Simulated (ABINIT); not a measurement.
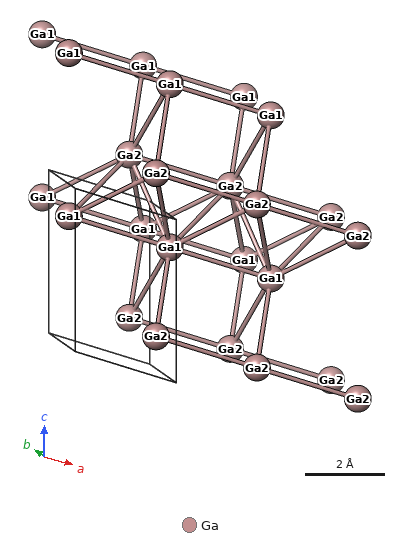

The input geometry (ball-and-stick view of the cell of the calculation, repeated 3 × 2 × 2, seen slightly off an axis; atoms are numbered from 1 in the order of the input). An atom can appear more than once, as a periodic image. Near neighbours in the periodic cell (some may lie outside the picture): Ga has 8 Ga at 2.71 to 2.84 Å.

# Phonon calculation of Ga (part 1 of 2)

The run: phonon calculation of Ga (2 atoms in the cell). Method and program: Kohn-Sham DFT of a periodic cell, LDA, PseudoDojo NC SR LDA v0.4.1 standard, no spin polarisation (ABINIT 10.8.3).

The structure derives from a Materials Project entry.

**What the program printed**
```
.Version 10.8.3 of ABINIT
 DATASET    1 : space group P2_1/m (# 11); Bravais mP (primitive monocl.)
================================================================================
 Values of the parameters that define the memory need for DATASET  1.
     intxc =       0    ionmov =       0      iscf =       7    lmnmax =       6
     lnmax =       6     mgfft =      48  mpssoang =       3    mqgrid =    3001
     natom =       2  nloc_mem =       1    nspden =       1   nspinor =       1
    nsppol =       1      nsym =       4    n1xccc =    2501    ntypat =       1
    occopt =       4   xclevel =       1
       mpw =        2999          nfft =       51840          nkpt =         300
================================================================================
================================================================================

 DATASET    2 : space group P2_1/m (# 11); Bravais mP (primitive monocl.)
================================================================================
 Values of the parameters that define the memory need for DATASET  2 (RF).
     intxc =       0      iscf =       7    lmnmax =       6     lnmax =       6
     mgfft =      48  mpssoang =       3    mqgrid =    3001     natom =       2
  nloc_mem =       1    nspden =       1   nspinor =       1    nsppol =       1
      nsym =       4    n1xccc =    2501    ntypat =       1    occopt =       4
   xclevel =       1
      nfft =       51840          nkpt =         484
================================================================================
================================================================================

--------------------------------------------------------------------------------
------------- Echo of variables that govern the present computation ------------
--------------------------------------------------------------------------------
 -outvars: echo values of preprocessed input variables --------
            acell      5.2504568026E+00  6.2013418655E+00  7.9564173744E+00 Bohr
              amu      6.97230000E+01
          chkprim           0
      chksymtnons           0
             ecut      4.00000000E+01 Hartree
           getwfk1          0
           getwfk2          1
                       outvar_i_n : Printing only first  50 k-points.
              ixc           7
           jdtset        1    2
                       outvar_i_n : Printing only first  50 k-points.
           kptopt1          1
           kptopt2          2
         kptrlatt       12    0    0      0   10    0      0    0    8
          kptrlen      6.20134187E+01
            natom           2
            nband1         21
            nband2         21
           nbdbuf1          4
           nbdbuf2          2
           ndtset           2
            ngfft          30      36      48
             nkpt1        300
             nkpt2        484
            nline1          6
            nline2          4
             nqpt1          0
             nqpt2          1
            nstep          80
             nsym           4
           ntypat           1
                       prtocc : prtvol=0, do not print more k-points.
                       prtocc : prtvol=0, do not print more k-points.
           occopt           4
        optdriver1          0
        optdriver2          1
           prtden           0
        prtebands           0
           prteig           0
            prtwf1          1
            prtwf2          0
           rfphon1          0
           rfphon2          1
            rprim      1.0000000000E+00  0.0000000000E+00  0.0000000000E+00
                       0.0000000000E+00  1.0000000000E+00  0.0000000000E+00
                      -3.1907788720E-01  0.0000000000E+00  9.4772849590E-01
          spgroup          11
           tolsym      1.00000000E-06
           tolvrs1     1.00000000E-15
           tolvrs2     1.00000000E-08
           tolwfr1     1.00000000E-14
           tolwfr2     0.00000000E+00
           tsmear      3.67493000E-03 Hartree
            typat      1  1
                       outvars : Printing only first  50 k-points.
           xangst     -6.6070082147E-01  2.4612065925E+00  3.0731760431E+00
                       2.0956918077E+00  8.2040219750E-01  9.1709713330E-01
            xcart     -1.2485436037E+00  4.6510063991E+00  5.8074610582E+00
                       3.9602835609E+00  1.5503354664E+00  1.7330624128E+00
             xred      1.3459627000E-01  7.5000000000E-01  7.7016683000E-01
                       8.6540373000E-01  2.5000000000E-01  2.2983317000E-01
            znucl       31.00000

================================================================================

 chkinp: Checking input parameters for consistency, jdtset=   1.

 chkinp: Checking input parameters for consistency, jdtset=   2.

================================================================================
== DATASET  1 ==================================================================

--- !DatasetInfo
iteration_state: {dtset: 1, }
dimensions: {natom: 2, nkpt: 300, mband: 21, nsppol: 1, nspinor: 1, nspden: 1, mpw: 2999, }
cutoff_energies: {ecut:  40.0, pawecutdg:  -1.0, }
electrons: {nelect:   2.60000000E+01, charge:   0.00000000E+00, occopt:   4.00000000E+00, tsmear:   3.67493000E-03, }
meta: {optdriver: 0, ionmov: 0, optcell: 0, iscf: 7, paral_kgb: 0, }
...

 Exchange-correlation functional for the present dataset will be:
  LDA: Perdew-Wang 92 LSD fit to Ceperley-Alder data - ixc=7
  J.P.Perdew and Y.Wang, PRB 45, 13244 (1992)

 Real(R)+Recip(G) space primitive vectors, cartesian coordinates (Bohr,Bohr^-1):
 R(1)=  5.2504568  0.0000000  0.0000000  G(1)=  0.1904596  0.0000000  0.0641233
 R(2)=  0.0000000  6.2013419  0.0000000  G(2)=  0.0000000  0.1612554  0.0000000
 R(3)= -2.5387168  0.0000000  7.5405235  G(3)=  0.0000000  0.0000000  0.1326168
 Unit cell volume ucvol=  2.4551852E+02 bohr^3
 Angles (23,13,12)=  9.00000000E+01  1.08607169E+02  9.00000000E+01 degrees

 getcut: wavevector=  0.0000  0.0000  0.0000  ngfft=  30  36  48
         ecut(hartree)=     40.000   => boxcut(ratio)=   2.00705

--- Pseudopotential description ------------------------------------------------
- pspini: atom type   1  psp file is ./Ga.upf
  31.00000  13.00000  180309                  znucl, zion, pspdat
12 -1012 2 -1 1858                            pspcod,pspxc,lmax,lloc,mmax
     nproj     2     2     2

   1.27835921E+03                                ecore*ucvol(ha*bohr**3)
--------------------------------------------------------------------------------

================================================================================

--- !BeginCycle
iteration_state: {dtset: 1, }
solver: {iscf: 7, nstep: 80, nline: 6, wfoptalg: 0, }
tolerances: {tolwfr: 1.00E-14, tolvrs: 1.00E-15, }
...

     iter   Etot(hartree)      deltaE(h)  residm     vres2
 ETOT  1  -152.69386667029    -1.527E+02 4.750E-02 1.032E+01
 ETOT  2  -152.72618784893    -3.232E-02 6.303E-07 1.070E+00
 ETOT  3  -152.72653590642    -3.481E-04 9.667E-06 2.910E-02
 ETOT  4  -152.72654321221    -7.306E-06 1.488E-07 1.053E-03
 ETOT  5  -152.72654337297    -1.608E-07 4.944E-09 1.669E-04
 ETOT  6  -152.72654340316    -3.019E-08 3.361E-10 1.194E-06
 ETOT  7  -152.72654340329    -1.317E-10 4.891E-12 5.859E-09
 ETOT  8  -152.72654340329    -1.165E-12 4.332E-14 1.189E-09
 ETOT  9  -152.72654340329    -1.535E-12 9.999E-15 1.164E-11
 ETOT 10  -152.72654340329     2.075E-12 8.839E-15 7.526E-13
 ETOT 11  -152.72654340329    -1.677E-12 8.963E-15 3.880E-14
 ETOT 12  -152.72654340329     8.811E-13 8.996E-15 1.794E-15
 ETOT 13  -152.72654340329     1.080E-12 9.007E-15 4.598E-18

 At SCF step   13  max residual=  9.01E-15 < tolwfr=  1.00E-14 AND vres2   =  4.60E-18 < tolvrs=  1.00E-15 =>converged.

 Cartesian components of stress tensor (hartree/bohr^3)
  sigma(1 1)=  1.56870454E-04  sigma(3 2)=  0.00000000E+00
  sigma(2 2)=  8.58957701E-05  sigma(3 1)=  2.20299281E-05
  sigma(3 3)=  6.65641433E-05  sigma(2 1)=  0.00000000E+00

--- !ResultsGS
iteration_state: {dtset: 1, }
comment   : Summary of ground state results
lattice_vectors:
- [  5.2504568,   0.0000000,   0.0000000, ]
- [  0.0000000,   6.2013419,   0.0000000, ]
- [ -2.5387168,   0.0000000,   7.5405235, ]
lattice_lengths: [   5.25046,    6.20134,    7.95642, ]
lattice_angles: [ 90.000, 108.607,  90.000, ] # degrees, (23, 13, 12)
lattice_volume:   2.4551852E+02
convergence: {deltae:  1.080E-12, res2:  4.598E-18, residm:  9.007E-15, diffor: null, }
etotal    :  -1.52726543E+02
entropy   :   0.00000000E+00
fermie    :   2.03764901E-01
cartesian_stress_tensor: # hartree/bohr^3
- [  1.56870454E-04,   0.00000000E+00,   2.20299281E-05, ]
- [  0.00000000E+00,   8.58957701E-05,   0.00000000E+00, ]
- [  2.20299281E-05,   0.00000000E+00,   6.65641433E-05, ]
pressure_GPa:  -3.0336E+00
xred      :
- [  1.3460E-01,   7.5000E-01,   7.7017E-01, Ga]
- [  8.6540E-01,   2.5000E-01,   2.2983E-01, Ga]
cartesian_forces: # hartree/bohr
- [ -7.61753668E-05,   5.08832393E-31,  -1.55178969E-03, ]
- [  7.61753668E-05,  -5.08832393E-31,   1.55178969E-03, ]
force_length_stats: {min:   1.55365824E-03, max:   1.55365824E-03, mean:   1.55365824E-03, }
...

 Integrated electronic density in atomic spheres:
 ------------------------------------------------
 Atom  Sphere_radius  Integrated_density
    1        2.00000         10.81034836
    2        2.00000         10.81034836
================================================================================

 ----iterations are completed or convergence reached----

 Mean square residual over all n,k,spin=   38.452E-16; max=  90.067E-16
 reduced coordinates (array xred) for    2 atoms
       0.134596270000      0.750000000000      0.770166830000
       0.865403730000      0.250000000000      0.229833170000
 rms dE/dt=  6.6481E-03; max dE/dt=  1.1508E-02; dE/dt below (all hartree)
    1       0.000399955473     -0.000000000000      0.011507918862
    2      -0.000399955473      0.000000000000     -0.011507918862

 cartesian coordinates (angstrom) at end:
    1     -0.66070082146719     2.46120659250000     3.07317604311215
    2      2.09569180770464     0.82040219750000     0.91709713330100

 cartesian forces (hartree/bohr) at end:
    1     -0.00007617536679     0.00000000000000    -0.00155178968592
    2      0.00007617536679    -0.00000000000000     0.00155178968592
 frms,max,avg= 8.9700500E-04 1.5517897E-03   0.000E+00  0.000E+00  0.000E+00 h/b

 cartesian forces (eV/Angstrom) at end:
    1     -0.00391709485355     0.00000000000000    -0.07979623399265
    2      0.00391709485355    -0.00000000000000     0.07979623399265
 frms,max,avg= 4.6125852E-02 7.9796234E-02   0.000E+00  0.000E+00  0.000E+00 e/A
 length scales=  5.250456802635  6.201341865472  7.956417374383 bohr
              =  2.778422084900  3.281608790000  4.210354752100 angstroms
 Fermi (or HOMO) energy (hartree) =   0.20376   Average Vxc (hartree)=  -0.42382
 Eigenvalues (hartree) for nkpt= 300  k points:
 kpt#   1, nband= 21, wtk=  0.00104, kpt=  0.0000  0.0000  0.0000 (reduced coord)
  -0.35559   -0.35540   -0.35365   -0.35328   -0.34390   -0.34343   -0.34176   -0.34113
  -0.34101   -0.33588   -0.21555    0.12809    0.14664    0.26975    0.41359    0.53831
   0.58061    0.59061    0.60728    0.68189    0.68476
      occupation numbers for kpt#   1
   2.00000    2.00000    2.00000    2.00000    2.00000    2.00000    2.00000    2.00000
   2.00000    2.00000    2.00000    2.00000    2.00000    0.00000    0.00000    0.00000
   0.00000    0.00000    0.00000    0.00000    0.00000
 prteigrs : prtvol=0 or 1, do not print more k-points.

--- !EnergyTerms
iteration_state     : {dtset: 1, }
comment             : Components of total free energy in Hartree
kinetic             :  1.24989681850949E+02
hartree             :  3.96837157657866E+01
xc                  : -4.11310433823590E+01
Ewald energy        : -9.72062060031933E+01
psp_core            :  5.20677302909875E+00
local_psp           : -1.08255823939170E+02
non_local_psp       : -7.60136652520851E+01
internal            : -1.52726567930973E+02
'-kT*entropy'       :  2.45276818541441E-05
total_energy        : -1.52726543403291E+02
total_energy_eV     : -4.15590096256054E+03
band_energy         : -6.72382350443431E+00
...

 Cartesian components of stress tensor (hartree/bohr^3)
  sigma(1 1)=  1.56870454E-04  sigma(3 2)=  0.00000000E+00
  sigma(2 2)=  8.58957701E-05  sigma(3 1)=  2.20299281E-05
  sigma(3 3)=  6.65641433E-05  sigma(2 1)=  0.00000000E+00

-Cartesian components of stress tensor (GPa)         [Pressure= -3.0336E+00 GPa]
- sigma(1 1)=  4.61528809E+00  sigma(3 2)=  0.00000000E+00
- sigma(2 2)=  2.52714081E+00  sigma(3 1)=  6.48142861E-01
- sigma(3 3)=  1.95838471E+00  sigma(2 1)=  0.00000000E+00

================================================================================
== DATASET  2 ==================================================================

--- !DatasetInfo
iteration_state: {dtset: 2, }
dimensions: {natom: 2, nkpt: 484, mband: 21, nsppol: 1, nspinor: 1, nspden: 1, mpw: 2999, }
cutoff_energies: {ecut:  40.0, pawecutdg:  -1.0, }
electrons: {nelect:   2.60000000E+01, charge:   0.00000000E+00, occopt:   4.00000000E+00, tsmear:   3.67493000E-03, }
meta: {optdriver: 1, rfphon: 1, }
...

 mkfilename : getwfk/=0, take file _WFK from output of DATASET   1.

 Exchange-correlation functional for the present dataset will be:
  LDA: Perdew-Wang 92 LSD fit to Ceperley-Alder data - ixc=7
  J.P.Perdew and Y.Wang, PRB 45, 13244 (1992)
```
